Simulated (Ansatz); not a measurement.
```
Ga Sb
1.0
     6.00912    0.00000    0.00000
     0.00000    0.00000   -6.00912
     0.00000    6.00912    0.00000
Ga Sb
4 4
Direct
  0.50000 0.50000 0.00000
  0.00000 0.50000 0.50000
  0.00000 0.00000 0.00000
  0.50000 0.00000 0.50000
  0.25000 0.75000 0.25000
  0.75000 0.75000 0.75000
  0.75000 0.25000 0.25000
  0.25000 0.25000 0.75000
```

Space group F-43m; started from the zincblende prototype, which need not be the ambient phase; changed on purpose from its base cell (hydrostatic strain -2.0%); computed pressure about 4 GPa in this cell.

Level of theory: DFT, HSE06, plane waves, PAW (Ansatz).

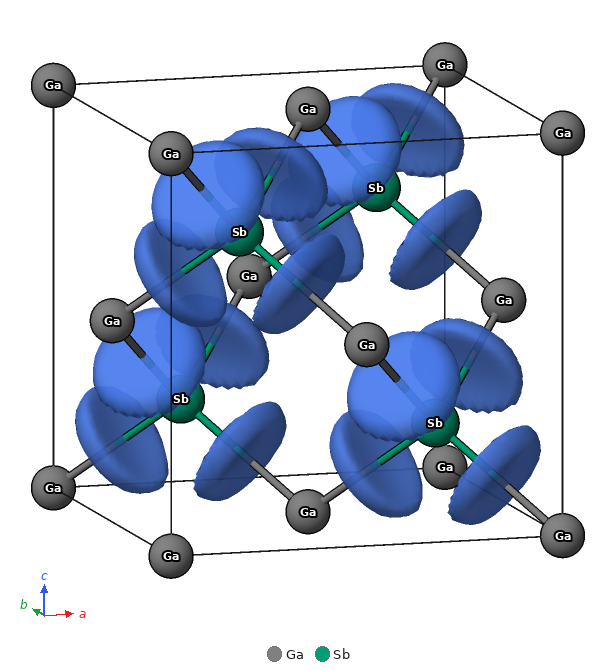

GaSb. Isosurface of the electron localisation function at 0.6 (blue), seen slightly off an axis. Core shells and regions of very low density are left out. Sticks mark near contacts.

In a PAW calculation such maps are meaningful between the atoms, not at the nuclei.

What do the ELF domains correspond to?

Answer. The ELF exceeds this value in 16 regions between bonded Ga–Sb atoms (shared pairs), counted in one cell of 8 atoms. Any copies at cell faces, edges or corners count once.

Values along the shortest contacts:
Ga–Sb (2.60 Å): the ELF peaks at about 0.75 between the atoms.

Does the calculation give a band gap?

Answer. It is gapped, with a Kohn–Sham gap of 1.2 eV on the k-point mesh (the band edges may lie off the mesh, which would make the gap smaller).
